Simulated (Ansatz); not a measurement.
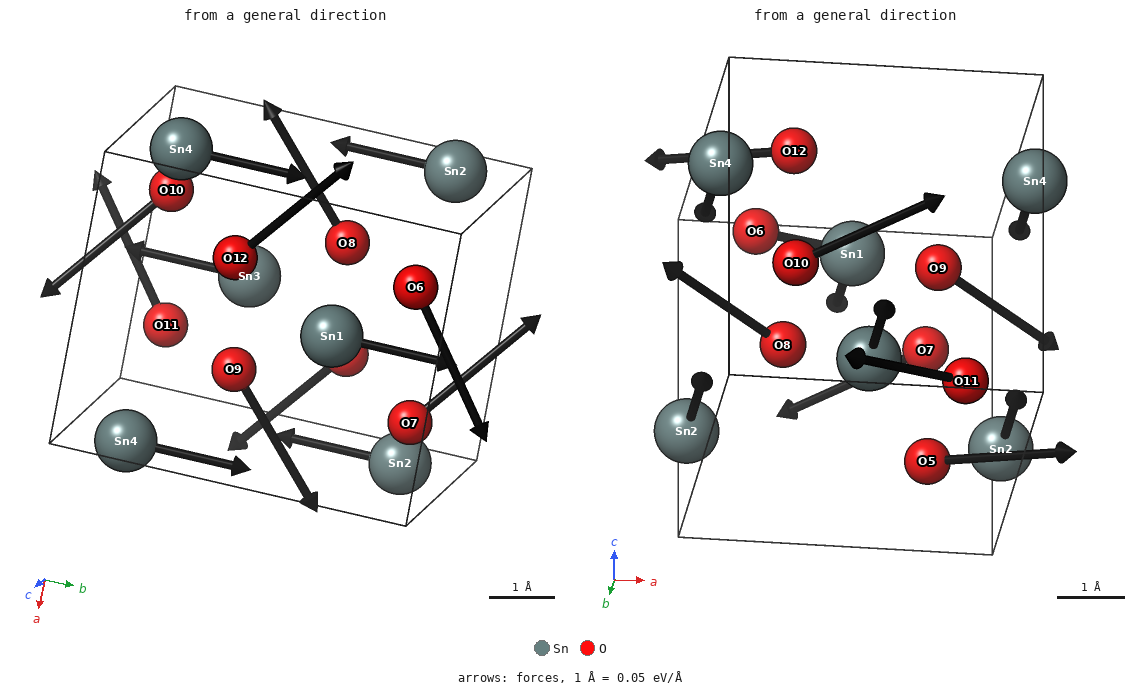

Structure drawing (spheres-only), viewed from two general directions. The simulation cell is outlined; an atom on or near a face, edge or corner is repeated at each equivalent position. The arrows are the computed forces on the atoms.

System: SnO$_{2}$. Computed with Ansatz 0.2.0, DFT, PBE with spin-orbit coupling, plane waves, PAW. Settings: wavefunction cutoff 420 eV, a 6×4×6 sampling of the Brillouin zone, no moments seeded, so the run stays non-magnetic, spinor wavefunctions.

Q: Judging by the arrows, is the geometry relaxed?

A: No. The atoms still feel forces of up to about 0.12 eV/Å, above a usual threshold of 0.01 to 0.03 eV/Å.

Source of the structure: a structure listed in the Materials Project. Earlier steps of the study, as a rule a relaxation of our own, may have changed the cell and positions, so they can lie some per cent off the listed ones. Ansatz was used for an electronic-structure calculation on it.
